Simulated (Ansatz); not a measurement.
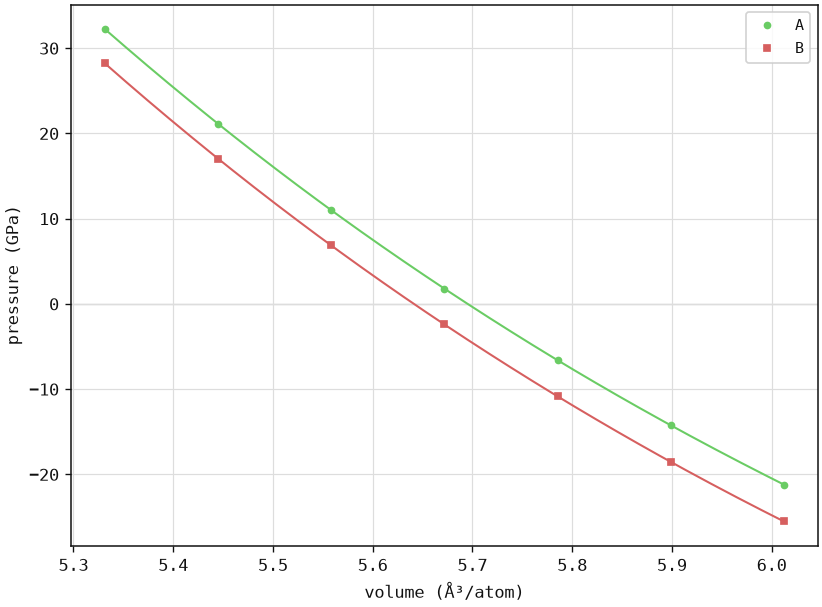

The plot gives the computed pressure against volume, with one curve for each functional, for C (space group Fd-3m). The labels are replaced by letters. In alphabetical order the cases are: PBE; m-r2SCAN.

Method: plane-wave DFT, no spin polarisation; energies at scaled volumes of the given cell, shape and fractions fixed, counted from the fit's minimum, third-order Birch-Murnaghan fit (Ansatz 0.2.0). All runs: no spin polarisation.

| setting | value |
| --- | --- |
| k mesh | 13×13×13 |
| occupations | Fermi–Dirac |
| smearing width | 0.05 eV |

Question: Which letter stands for which functional?

Answer: A: PBE; B: m-r2SCAN.
